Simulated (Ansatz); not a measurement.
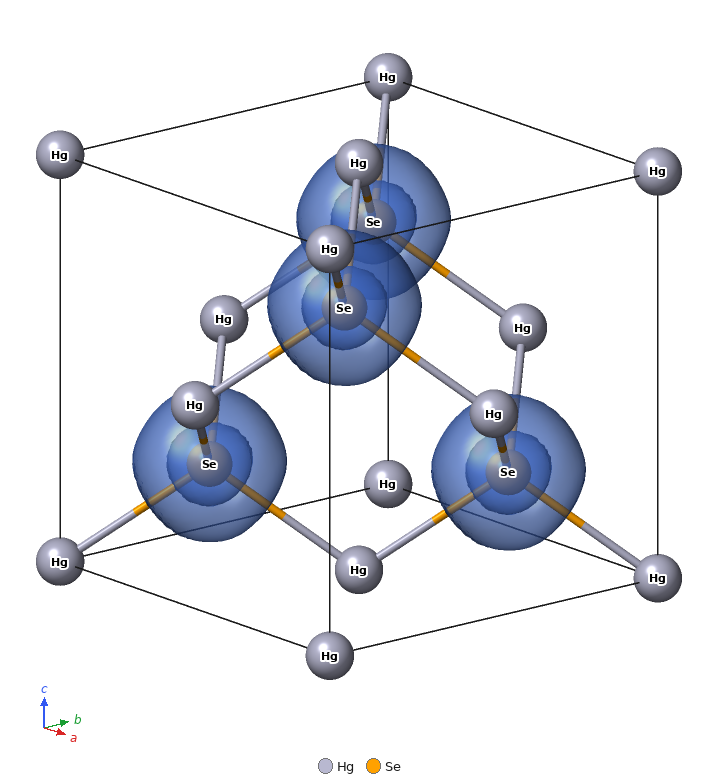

*HgSe. Isosurface of the electron localisation function at 0.7 (blue), seen at an oblique angle. Only the valence region is drawn (cores and ρ < 0.01 e/Å³ removed). Sticks mark near contacts.*

Space group F-43m; computed pressure about 4 GPa in this cell.

The calculation used Kohn-Sham DFT of a periodic cell, rPW86-PBE with rVV10, Ansatz PAW in Ansatz.

In a PAW calculation such maps are meaningful between the atoms, not at the nuclei.

```
CELL_PARAMETERS angstrom
6.11825 0.00000 0.00000
0.00000 0.00000 -6.11825
0.00000 6.11825 0.00000
ATOMIC_POSITIONS crystal
Hg 0.50000 0.50000 0.00000
Hg 0.00000 0.50000 0.50000
Hg 0.00000 0.00000 0.00000
Hg 0.50000 0.00000 0.50000
Se 0.75000 0.75000 0.25000
Se 0.25000 0.75000 0.75000
Se 0.25000 0.25000 0.25000
Se 0.75000 0.25000 0.75000
```

Q: What do the ELF domains correspond to?

A: The surface consists of four regions wrapped around Se (the valence shell of each), counted in one cell of 8 atoms. Any copies at cell faces, edges or corners count once.

Values along the shortest contacts:
Hg–Se (2.65 Å): the ELF is about 0.35 at the midpoint and 0.20 at its lowest between the atoms.

Q: Does the calculation make it a metal, or give it a gap?

A: It is metallic or semimetallic at this level of theory: no gap opens.
